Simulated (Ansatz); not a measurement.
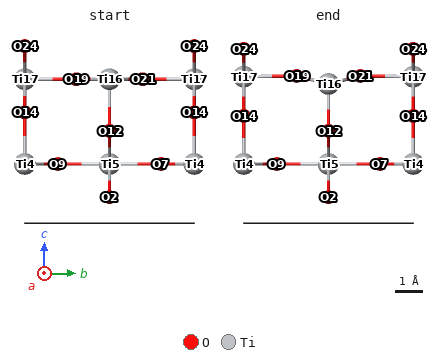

The structure of a slab of composition TiO₂ (cut from the P4_2/mnm phase) before (left) and after (right) a constrained relaxation, at one scale.

The picture is a ball-and-stick view of the cell of the calculation, outlined in the plane, without the vacuum (origin shifted), seen along the a axis.

Case: clean slab, lower planes held. The slab is the (1 1 0) face of TiO2. 12 atoms are held fixed.

Level of theory: DFT PBE+D3(BJ), scalar-relativistic, plane waves, PAW (Ansatz 0.2.0). Set-up: plane-wave cutoff 420 eV; k-point mesh 3 × 3 × 1; occupations gaussian; smearing width 0.05 eV; no spin polarisation; dipole correction; atoms relaxed in a fixed cell; force threshold 0.03 eV/Å; at most 70 steps.

Q: What changed between the two?

A: The energy falls by 2.154 eV per cell of the calculation in 4 accepted moves (5 points after the start). The largest force component goes from 4 to 0.025 eV/Å. The line search rejected the trial step at point 4 of the run. The largest moves, 0.18 Å, are those of Ti atoms. By element the largest moves are Ti 0.18 Å, O 0.14 Å. The cell doesn't change. Near-neighbour distances that change, for instance: O–Ti 1.984 → 1.802 Å, O–Ti 1.951 → 2.109 Å, O–Ti 1.984 → 1.851 Å, O–Ti 1.951 → 1.824 Å. Bond angles that change, for instance: O–Ti–O 180.0° → 161.8°, O–Ti–O 98.4° → 108.2°, Ti–O–Ti 98.4° → 108.2°.
